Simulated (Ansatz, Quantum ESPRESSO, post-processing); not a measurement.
# honeycomb AlN, 2 layers, AB' stacking: response to a perpendicular field, part 4 of 5

How does honeycomb AlN, 2 layers, AB' stacking respond to a gate-like field without added charge?

Quantum ESPRESSO 7.5; plane-wave DFT, PBE, SG15 norm-conserving pseudopotentials; geometry and cross-check by Ansatz 0.2.0 with PAW datasets.

So far. Step 6 (Self-consistent run: field 0.1 V/Å): The dipole goes from 0.0000 to 0.0251 e Å, 0.2513 e Å per V/Å. Step 7 (Electrostatic potential): The slope in the vacuum is 0.100 eV/Å for an applied 0.10 V/Å, as it should be.

### Step 8. Ground state: field 0.2 V/Å

Contents of f2.in:

```
&control
  prefix = 'f2'
  outdir = './out'
  pseudo_dir = './pseudo'
  calculation = 'scf'
  tprnfor = .true.
  tefield = .true.
  dipfield = .true.
/
&system
  ibrav = 0
  nat = 4
  ntyp = 2
  ecutwfc = 60
  ecutrho = 240
  occupations = 'smearing'
  smearing = 'fd'
  degauss = 0.004
  edir = 3
  emaxpos = 0.97
  eopreg = 0.04
  eamp = 0.00388938
/
&electrons
  conv_thr = 1e-09
  mixing_beta = 0.4
  electron_maxstep = 120
  mixing_mode = 'plain'
  startingpot = 'file'
/
ATOMIC_SPECIES
  N   14.0070  N_ONCV_PBE-1.2.upf
  Al  26.9815  Al_ONCV_PBE-1.2.upf
CELL_PARAMETERS angstrom
  3.11909524224429 -0.00000000000000 0.00000000000000
  -1.55954762112215 2.70121571660673 0.00000000000000
  0.00000000000000 0.00000000000000 20.30000000000000
ATOMIC_POSITIONS crystal
  N   0.666666666667 0.333333333333 0.407514284202
  Al  0.333333333333 0.666666666667 0.408057736613
  N   0.666666666667 0.333333333333 0.592485809428
  Al  -0.000000000000 -0.000000000000 0.591942169756
K_POINTS automatic
  12 12 1 0 0 0
```

On the command line:

```console
$ cp -r out/f0.save out/f2.save
$ OMP_NUM_THREADS=1 mpirun -n 4 pw.x -nk 4 -in f2.in > f2.out
```

Output:

```text
[banner, memory and clock lines left out]
Program PWSCF v.7.5 starts
[...]
number of electrons       =        32.00
     number of Kohn-Sham states=           20
     kinetic-energy cutoff     =      60.0000  Ry
     charge density cutoff     =     240.0000  Ry
[...]
number of k points=    74  Fermi-Dirac smearing, width (Ry)=  0.0040
[...]
Dense  grid:    72579 G-vectors     FFT dimensions: (  30,  30, 192)
     The initial density is read from file :
[...]
Starting wfcs are random
[...]
estimated scf accuracy    <       0.00403976 Ry
[...]
estimated scf accuracy    <       0.00120961 Ry
[...]
estimated scf accuracy    <       0.00000310 Ry
[...]
estimated scf accuracy    <       0.00000053 Ry
[...]
estimated scf accuracy    <       0.00000006 Ry
[...]
estimated scf accuracy    <          5.4E-09 Ry
[...]
Computed dipole along edir(3) :
        Dipole                0.0950 Ry au,          0.2414 Debye
        Dipole field          0.0010 Ry au,
        E field amplitude [Ha a.u.]:  3.8894E-03
        Potential amp.        0.2103 Ry
        Total length         36.8270 bohr
[...]
the Fermi energy is    -0.2614 ev
!    total energy              =    -316.87853240 Ry
     estimated scf accuracy    <          7.8E-10 Ry
     smearing contrib. (-TS)   =      -0.00000000 Ry
     internal energy E=F+TS    =    -316.87853240 Ry
[...]
one-electron contribution =   -1479.31448959 Ry
     hartree contribution      =     719.67779134 Ry
     xc contribution           =     -41.70890276 Ry
     ewald contribution        =     484.46770916 Ry
     electric field correction =      -0.00064054 Ry
     convergence has been achieved in   7 iterations
[...]
Total force =     0.006552     Total SCF correction =     0.000133
[...]
```

Elapsed: 47 s, on 4 MPI ranks of Arm Neoverse V2, shared host; peak memory 0.55 GiB.

Numbers from this step:

```
free energy                          : -4311.3521 eV
Fermi energy                         : -0.2614 eV
dipole along the normal              : 0.05026 e·Å
valence top, on the run's zero       : -1.490 eV
conduction bottom, on the run's zero : 0.7632 eV
gap by band count                    : 2.253 eV
```

The dipole goes from 0.0000 to 0.0503 e Å, 0.2513 e Å per V/Å.

### Step 9. Electrostatic potential

Contents of f2.pot.in:

```
&inputpp
  prefix = 'f2'
  outdir = './out'
  filplot = 'f2.pot.dat'
  plot_num = 11
/
```

On the command line:

```console
$ OMP_NUM_THREADS=1 mpirun -n 4 pp.x -in f2.pot.in > f2.pot.out
```

Wall time 0.68 s (4 MPI ranks); peak memory 0.11 GiB.

This step gave:

```
slope of the potential above                                          : 0.2001 eV/Å
upper vacuum line continued to the top atoms, over the valence top    : 4.986 eV
slope of the potential below                                          : 0.1999 eV/Å
lower vacuum line continued to the bottom atoms, over the valence top : 5.314 eV
```

The slope in the vacuum is 0.200 eV/Å for an applied 0.20 V/Å, as it should be.

### Step 10. Bands along a path: field 0.2 V/Å

Contents of f2.bands.in:

```
&control
  prefix = 'f2.bands'
  outdir = './out'
  pseudo_dir = './pseudo'
  calculation = 'bands'
  tefield = .true.
  dipfield = .true.
/
&system
  ibrav = 0
  nat = 4
  ntyp = 2
  ecutwfc = 60
  ecutrho = 240
  occupations = 'smearing'
  smearing = 'fd'
  degauss = 0.004
  edir = 3
  emaxpos = 0.97
  eopreg = 0.04
  eamp = 0.00388938
  nbnd = 22
/
&electrons
  conv_thr = 1e-07
  mixing_beta = 0.4
  electron_maxstep = 120
  mixing_mode = 'local-TF'
/
ATOMIC_SPECIES
  N   14.0070  N_ONCV_PBE-1.2.upf
  Al  26.9815  Al_ONCV_PBE-1.2.upf
CELL_PARAMETERS angstrom
  3.11909524224429 -0.00000000000000 0.00000000000000
  -1.55954762112215 2.70121571660673 0.00000000000000
  0.00000000000000 0.00000000000000 20.30000000000000
ATOMIC_POSITIONS crystal
  N   0.666666666667 0.333333333333 0.407514284202
  Al  0.333333333333 0.666666666667 0.408057736613
  N   0.666666666667 0.333333333333 0.592485809428
  Al  -0.000000000000 -0.000000000000 0.591942169756
K_POINTS crystal_b
4
  0.0000000000 0.0000000000 0.0000000000 14
  0.5000000000 0.0000000000 0.0000000000 14
  0.3333333333 0.3333333333 0.0000000000 14
  0.0000000000 0.0000000000 0.0000000000 1
```

On the command line:

```console
$ cp -r out/f2.save out/f2.bands.save
$ cp out/f2.xml out/f2.bands.xml
$ OMP_NUM_THREADS=1 mpirun -n 4 pw.x -nk 4 -in f2.bands.in > f2.bands.out
```

Output:

```text
[banner, memory and clock lines left out]
Program PWSCF v.7.5 starts
[citation notice left out]

[...]
bravais-lattice index     =            0
     lattice parameter (alat)  =       5.8942  a.u.
     unit-cell volume          =    1154.1986 (a.u.)^3
     number of atoms/cell      =            4
     number of atomic types    =            2
     number of electrons       =        32.00
     number of Kohn-Sham states=           22
     kinetic-energy cutoff     =      60.0000  Ry
     charge density cutoff     =     240.0000  Ry
     Exchange-correlation= PBE
                           (   1   4   3   4   0   0   0)

[...]
PseudoPot. # 1 for N  read from file:
     ./pseudo/N_ONCV_PBE-1.2.upf
     Pseudo is Norm-conserving, Zval =  5.0
     Generated using ONCVPSP code by D. R. Hamann
     Using radial grid of  602 points,  4 beta functions with:
                l(1) =   0
                l(2) =   0
                l(3) =   1
                l(4) =   1

     PseudoPot. # 2 for Al read from file:
     ./pseudo/Al_ONCV_PBE-1.2.upf
     Pseudo is Norm-conserving, Zval = 11.0
     Generated using ONCVPSP code by D. R. Hamann
     Using radial grid of  602 points,  4 beta functions with:
                l(1) =   0
                l(2) =   0
                l(3) =   1
                l(4) =   1

     atomic species   valence    mass     pseudopotential
     N                 5.00    14.00700     N ( 1.00)
     Al               11.00    26.98150     Al( 1.00)

     No symmetry found

[...]
number of k points=    43  Fermi-Dirac smearing, width (Ry)=  0.0040
[...]
Dense  grid:    72579 G-vectors     FFT dimensions: (  30,  30, 192)

     The potential is recalculated from file :
     ./out/f2.bands.save/charge-density

     Adding external electric field

     Computed dipole along edir(3) :
        Dipole                0.0950 Ry au,          0.2414 Debye
        Dipole field          0.0010 Ry au,

        E field amplitude [Ha a.u.]:  3.8894E-03
        Potential amp.        0.2103 Ry
        Total length         36.8270 bohr

     Starting wfcs are random

     Band Structure Calculation
     Davidson diagonalization with overlap

     ethr =  3.13E-10,  avg # of iterations = 47.6

     End of band structure calculation

          k = 0.0000 0.0000 0.0000 (  9113 PWs)   bands (ev):

  -102.5168-102.3035 -64.2993 -64.0862 -63.9500 -63.9500 -63.7367 -63.7367
   -15.5579 -15.3232  -4.5670  -3.5088  -2.5608  -2.5608  -2.3454  -2.3454
     0.7632   2.1634   2.9791   3.9358   4.3397   5.7520

          k = 0.0357 0.0206 0.0000 (  9103 PWs)   bands (ev):

  -102.5167-102.3034 -64.2993 -64.0862 -63.9501 -63.9501 -63.7368 -63.7367
   -15.5438 -15.3093  -4.5485  -3.4936  -2.6357  -2.5715  -2.4195  -2.3561
     0.8215   2.2028   3.0101   3.9549   4.3745   5.7751

[...]
```

Elapsed: 26 s, on 4 MPI ranks; peak memory 0.31 GiB.

Numbers from this step:

```
gap by band count : 2.254 eV
```

Band numbers count within the set of bands kept for display. Electronic bands along the path, in eV, zero at the highest filled level of the SCF mesh; v1 is the highest filled band, c1 the lowest empty one:

| point | v4 | v3 | v2 | v1 | c1 | c2 | c3 | c4 |
| --- | --- | --- | --- | --- | --- | --- | --- | --- |
| Γ | -1.07 | -1.07 | -0.86 | -0.86 | 2.25 | 3.65 | 4.47 | 5.43 |
| M | -1.83 | -1.61 | -0.84 | -0.26 | 4.16 | 5.50 | 5.91 | 6.35 |
| K | -3.93 | -3.78 | -0.50 | 0.00 | 5.35 | 5.51 | 7.32 | 7.54 |
| Γ | -1.07 | -1.07 | -0.86 | -0.86 | 2.25 | 3.65 | 4.47 | 5.43 |

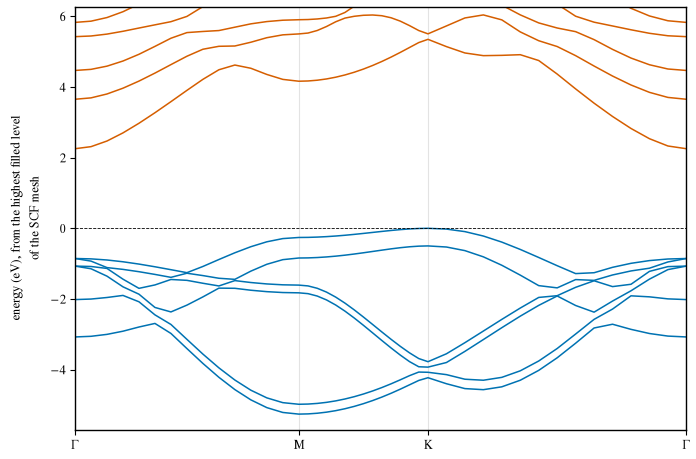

Electronic bands along the path; lines of filled and empty bands in two colours.

Upper empty bands that drop with the field can be states of the vacuum, held by the sawtooth; they depend on the cell's width.

Along this path the valence top lies at K and the conduction bottom at Γ.

### Step 11. Self-consistent run: field -0.2 V/Å

f3.in, as its differences from the input of step 8:

```diff
@@ -1,3 +1,3 @@
 &control
-  prefix = 'f2'
+  prefix = 'f3'
   outdir = './out'
@@ -21,3 +21,3 @@
   eopreg = 0.04
-  eamp = 0.00388938
+  eamp = -0.00388938
 /
```

On the command line:

```console
$ cp -r out/f0.save out/f3.save
$ OMP_NUM_THREADS=1 mpirun -n 4 pw.x -nk 4 -in f3.in > f3.out
```

Output:

```text
[banner, memory and clock lines left out]
Program PWSCF v.7.5 starts
[...]
number of electrons       =        32.00
     number of Kohn-Sham states=           20
     kinetic-energy cutoff     =      60.0000  Ry
     charge density cutoff     =     240.0000  Ry
[...]
number of k points=    74  Fermi-Dirac smearing, width (Ry)=  0.0040
[...]
Dense  grid:    72579 G-vectors     FFT dimensions: (  30,  30, 192)
     The initial density is read from file :
[...]
Starting wfcs are random
[...]
estimated scf accuracy    <       0.00404201 Ry
[...]
estimated scf accuracy    <       0.00121087 Ry
[...]
estimated scf accuracy    <       0.00000312 Ry
[...]
estimated scf accuracy    <       0.00000053 Ry
[...]
estimated scf accuracy    <       0.00000007 Ry
[...]
estimated scf accuracy    <          5.7E-09 Ry
[...]
Computed dipole along edir(3) :
        Dipole               -0.0950 Ry au,         -0.2414 Debye
        Dipole field         -0.0010 Ry au,
        E field amplitude [Ha a.u.]: -3.8894E-03
        Potential amp.       -0.2103 Ry
        Total length         36.8270 bohr
[...]
the Fermi energy is    -0.3210 ev
!    total energy              =    -316.87853238 Ry
     estimated scf accuracy    <          8.6E-10 Ry
     smearing contrib. (-TS)   =      -0.00000000 Ry
     internal energy E=F+TS    =    -316.87853238 Ry
[...]
one-electron contribution =   -1479.31447180 Ry
     hartree contribution      =     719.67777249 Ry
     xc contribution           =     -41.70890169 Ry
     ewald contribution        =     484.46770916 Ry
     electric field correction =      -0.00064054 Ry
     convergence has been achieved in   7 iterations
[...]
Total force =     0.006550     Total SCF correction =     0.000144
[...]
```

It took 47 s on 4 MPI ranks; peak memory 0.54 GiB; 3.1 min of CPU time.

Numbers from this step:

| Quantity | Value |
| --- | --- |
| Fermi energy | -0.321 eV |
| dipole along the normal | -0.05026 e·Å |
| valence top, on the run's zero | -1.550 eV |
| conduction bottom, on the run's zero | 0.7036 eV |
| gap by band count | 2.253 eV |

The dipole goes from 0.0000 to -0.0503 e Å, 0.2513 e Å per V/Å.

### Step 12. Potential by pp.x

Contents of f3.pot.in:

```
&inputpp
  prefix = 'f3'
  outdir = './out'
  filplot = 'f3.pot.dat'
  plot_num = 11
/
```

On the command line:

```console
$ OMP_NUM_THREADS=1 mpirun -n 4 pp.x -in f3.pot.in > f3.pot.out
```

Elapsed: 0.69 s, on 4 MPI ranks; peak memory 0.11 GiB.

Read from the output:

| Quantity | Value |
| --- | --- |
| slope of the potential above | -0.1999 eV/Å |
| upper vacuum line continued to the top atoms, over the valence top | 5.314 eV |
| slope of the potential below | -0.2001 eV/Å |
| lower vacuum line continued to the bottom atoms, over the valence top | 4.986 eV |

The slope in the vacuum is -0.200 eV/Å for an applied -0.20 V/Å, as it should be.

Each curve counts from the valence top of its own run.

The runs together. The potential energy by z:

| z (Å) | potential at 0 V/Å (eV) | potential at 0.1 V/Å (eV) | potential at 0.2 V/Å (eV) | potential at -0.2 V/Å (eV) |
| --- | --- | --- | --- | --- |
| 0 | 5.17 | 4.79 | 4.41 | 5.90 |
| 2 | 5.17 | 4.62 | 4.06 | 6.24 |
| 4 | 5.17 | 4.82 | 4.46 | 5.84 |
| 6 | 5.09 | 4.94 | 4.77 | 5.37 |
| 8 | -14.5 | -14.5 | -14.6 | -14.4 |
| 10 | 4.54 | 4.53 | 4.50 | 4.54 |
| 12 | -22.9 | -22.8 | -22.8 | -23.0 |
| 14 | 4.99 | 5.10 | 5.21 | 4.72 |
| 16 | 5.17 | 5.48 | 5.78 | 4.52 |
| 18 | 5.17 | 5.68 | 6.18 | 4.12 |
| 20 | 5.17 | 5.31 | 5.45 | 4.85 |

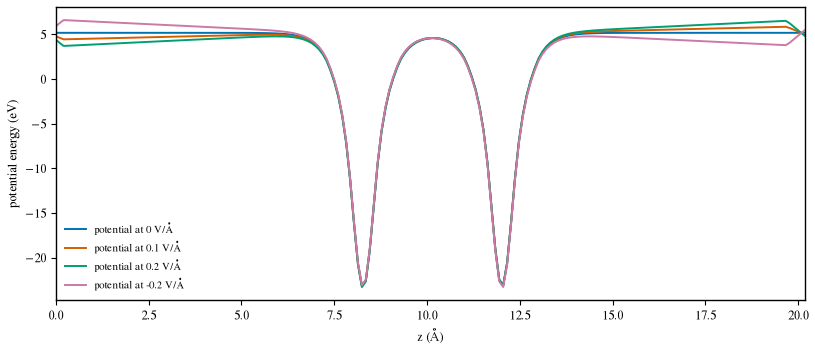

Potential energy against z.

### Step 13. Bands along a path: field -0.2 V/Å

f3.bands.in, as its differences from the input of step 10:

```diff
@@ -1,3 +1,3 @@
 &control
-  prefix = 'f2.bands'
+  prefix = 'f3.bands'
   outdir = './out'
@@ -20,3 +20,3 @@
   eopreg = 0.04
-  eamp = 0.00388938
+  eamp = -0.00388938
   nbnd = 22
```

On the command line:

```console
$ cp -r out/f3.save out/f3.bands.save
$ cp out/f3.xml out/f3.bands.xml
$ OMP_NUM_THREADS=1 mpirun -n 4 pw.x -nk 4 -in f3.bands.in > f3.bands.out
```

Output:

```text
[banner, memory and clock lines left out]
Program PWSCF v.7.5 starts
[citation notice left out]

[...]
bravais-lattice index     =            0
     lattice parameter (alat)  =       5.8942  a.u.
     unit-cell volume          =    1154.1986 (a.u.)^3
     number of atoms/cell      =            4
     number of atomic types    =            2
     number of electrons       =        32.00
     number of Kohn-Sham states=           22
     kinetic-energy cutoff     =      60.0000  Ry
     charge density cutoff     =     240.0000  Ry
     Exchange-correlation= PBE
                           (   1   4   3   4   0   0   0)

[...]
PseudoPot. # 1 for N  read from file:
     ./pseudo/N_ONCV_PBE-1.2.upf
     Pseudo is Norm-conserving, Zval =  5.0
     Generated using ONCVPSP code by D. R. Hamann
     Using radial grid of  602 points,  4 beta functions with:
                l(1) =   0
                l(2) =   0
                l(3) =   1
                l(4) =   1

     PseudoPot. # 2 for Al read from file:
     ./pseudo/Al_ONCV_PBE-1.2.upf
     Pseudo is Norm-conserving, Zval = 11.0
     Generated using ONCVPSP code by D. R. Hamann
     Using radial grid of  602 points,  4 beta functions with:
                l(1) =   0
                l(2) =   0
                l(3) =   1
                l(4) =   1

     atomic species   valence    mass     pseudopotential
     N                 5.00    14.00700     N ( 1.00)
     Al               11.00    26.98150     Al( 1.00)

     No symmetry found

[...]
number of k points=    43  Fermi-Dirac smearing, width (Ry)=  0.0040
[...]
Dense  grid:    72579 G-vectors     FFT dimensions: (  30,  30, 192)

     The potential is recalculated from file :
     ./out/f3.bands.save/charge-density

     Adding external electric field

     Computed dipole along edir(3) :
        Dipole               -0.0950 Ry au,         -0.2414 Debye
        Dipole field         -0.0010 Ry au,

        E field amplitude [Ha a.u.]: -3.8894E-03
        Potential amp.       -0.2103 Ry
        Total length         36.8270 bohr

     Starting wfcs are random

     Band Structure Calculation
     Davidson diagonalization with overlap

     ethr =  3.13E-10,  avg # of iterations = 47.3

     End of band structure calculation

          k = 0.0000 0.0000 0.0000 (  9113 PWs)   bands (ev):

  -102.5764-102.3631 -64.3589 -64.1458 -64.0097 -64.0097 -63.7963 -63.7963
   -15.6175 -15.3829  -4.6266  -3.5684  -2.6204  -2.6204  -2.4051  -2.4051
     0.7036   2.1057   2.9857   3.9659   4.3462   5.8109

          k = 0.0357 0.0206 0.0000 (  9103 PWs)   bands (ev):

  -102.5763-102.3630 -64.3589 -64.1458 -64.0098 -64.0097 -63.7964 -63.7964
   -15.6034 -15.3689  -4.6081  -3.5533  -2.6953  -2.6311  -2.4792  -2.4157
     0.7619   2.1451   3.0170   3.9830   4.3829   5.8281

[...]
```

Run time: 28 s. Hardware: 4 MPI ranks; peak memory 0.31 GiB.

Numbers from this step:

| Quantity | Value |
| --- | --- |
| gap by band count | 2.254 eV |

Band numbers count within the set of bands kept for display. Electronic bands along the path, in eV, zero at the highest filled level of the SCF mesh; v1 is the highest filled band, c1 the lowest empty one:

| point | v4 | v3 | v2 | v1 | c1 | c2 | c3 | c4 |
| --- | --- | --- | --- | --- | --- | --- | --- | --- |
| Γ | -1.07 | -1.07 | -0.86 | -0.86 | 2.25 | 3.66 | 4.54 | 5.52 |
| M | -1.83 | -1.61 | -0.84 | -0.26 | 4.16 | 5.50 | 5.91 | 6.35 |
| K | -3.93 | -3.78 | -0.50 | 0.00 | 5.35 | 5.51 | 7.32 | 7.54 |
| Γ | -1.07 | -1.07 | -0.86 | -0.86 | 2.25 | 3.66 | 4.54 | 5.52 |

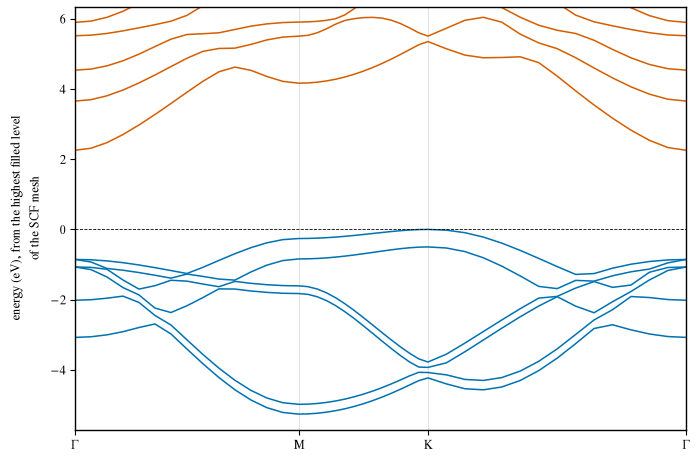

Electronic bands along the path; lines of filled and empty bands in two colours.

Upper empty bands that drop with the field can be states of the vacuum, held by the sawtooth; they depend on the cell's width.

Along this path the valence top lies at K and the conduction bottom at Γ.

### Step 14. Valence density

The density shows how far the electrons spill into the vacuum.

Contents of f0.rho.in:

```
&inputpp
  prefix = 'f0'
  outdir = './out'
  filplot = 'f0.rho.dat'
  plot_num = 0
/
```

On the command line:

```console
$ OMP_NUM_THREADS=1 mpirun -n 4 pp.x -in f0.rho.in > f0.rho.out
```

Output:

```text
[banner, memory and clock lines left out]
Program POST-PROC v.7.5 starts

          URL

     ./out/f0.save/

     IMPORTANT: XC functional enforced from input :
     Exchange-correlation= PBE
                           (   1   4   3   4   0   0   0)
     Any further DFT definition will be discarded
     Please, verify this is what you really want

     Adding external electric field

     Computed dipole along edir(3) :
        Dipole                0.0000 Ry au,          0.0000 Debye
        Dipole field          0.0000 Ry au,

        Potential amp.       -0.0000 Ry
        Total length         36.8270 bohr

     Calling punch_plot, plot_num =   0
     Writing data to file  f0.rho.dat
     Message from routine chdens:
     namelist plot not found or invalid, exiting
```

Wall time 0.69 s (4 MPI ranks); peak memory 0.11 GiB.

Read from the output:

```
electrons by integration : 32.00 e
```

Mean over planes. The valence density, planar mean by z:

| z (Å) | valence density, planar mean (e/Å³) |
| --- | --- |
| 4 | 1.2e-5 |
| 6 | 0.00347 |
| 8 | 1.48 |
| 10 | 0.0247 |
| 12 | 2.07 |
| 14 | 0.00808 |
| 16 | 2.8e-5 |

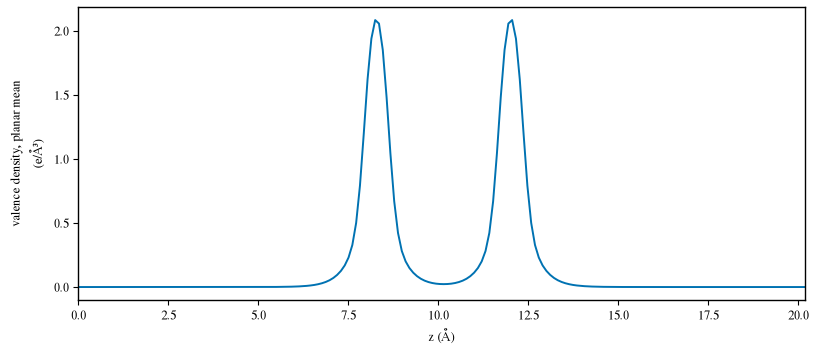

Valence density, planar mean against z.

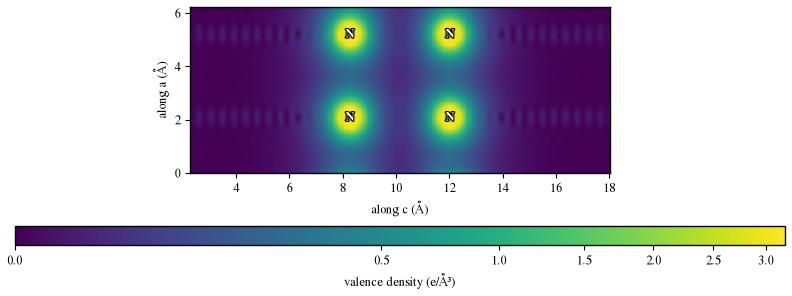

Valence density in the ca plane at fractional y = 0.333, with atoms of N within 0.2 Å of it. It is the smooth field of the valence electrons, not physical close to the nuclei. The colour scale is stretched toward low values. The far vacuum is left out of the map.

The density integrates to 32.000 electrons, as the 32 of the input ask.

### Step 15. Valence density

Contents of f2.rho.in:

```
&inputpp
  prefix = 'f2'
  outdir = './out'
  filplot = 'f2.rho.dat'
  plot_num = 0
/
```

On the command line:

```console
$ OMP_NUM_THREADS=1 mpirun -n 4 pp.x -in f2.rho.in > f2.rho.out
```

Wall time 0.68 s (4 MPI ranks); peak memory 0.11 GiB.

### Step 16. Charge moved by a field of 0.2 V/Å

Read from the output:

| Quantity | Value |
| --- | --- |
| largest charge moved across a plane | 0.001064 e/Å² |
| dipole step | -1.079 eV |

The planar mean oscillates, so the rows of the table below give means over windows of 1.27 Å about each position, cut where the curve ends. Its maxima inside the range that stand out by 2 % of the span (Å: e/Å³): 7.2: 7.9e-4, 8.5: 2.0e-4, 11.0: 6.9e-4, 12.3: 1.9e-4. Its minima: 8.0: -2.0e-4, 9.3: -6.9e-4, 11.8: -2.0e-4, 13.1: -8.0e-4.

Table of planar mean by z; means over each step:

| z (Å) | planar mean (e/Å³) |
| --- | --- |
| 1.91 | 3.4e-8 |
| 3.17 | 7.0e-7 |
| 4.45 | 1.2e-5 |
| 5.71 | 1.5e-4 |
| 6.98 | 6.3e-4 |
| 8.26 | 9.6e-6 |
| 9.53 | -4.6e-4 |
| 10.79 | 4.7e-4 |
| 12.06 | -3.5e-5 |
| 13.33 | -6.3e-4 |
| 14.61 | -1.3e-4 |
| 15.88 | -9.8e-6 |
| 17.15 | -4.6e-7 |
| 18.42 | -1.8e-8 |

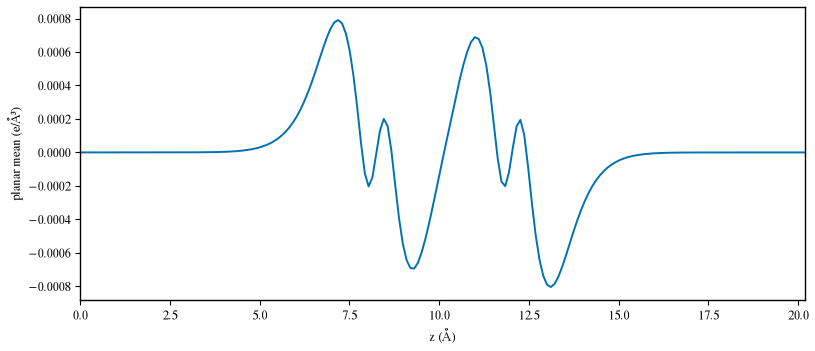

Planar mean against z.

Table of running integral, electrons below z by z:

| z (Å) | running integral, electrons below z (e/Å²) |
| --- | --- |
| 2 | 1.4e-8 |
| 4 | 1.6e-6 |
| 6 | 1.2e-4 |
| 8 | 0.00103 |
| 10 | 4.4e-4 |
| 12 | 0.00101 |
| 14 | 1.6e-4 |
| 16 | 1.9e-6 |
| 18 | 1.1e-8 |

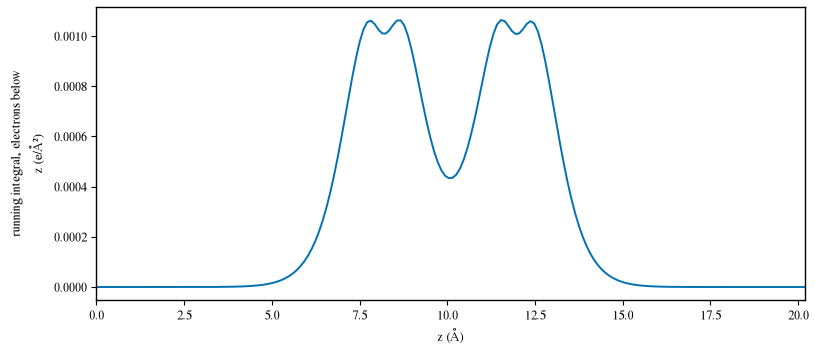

Running integral, electrons below z against z.

[end of part 4 of 5]

[Logs are printed without paths, hosts, clocks, repeated set-up lines and the standing remarks that a program may print on its own settings, such as how far it seeks lower states.]

[Hosts, paths, dates, database ids (printed as entryN), source tags and the programs' standing remarks are cut or masked in the printed files.]

[Maps of the electrostatic potential energy from Ansatz leave out the sawtooth potential of an applied field or a dipole correction, so their vacuum need not be flat; planar profiles and work functions include it.]
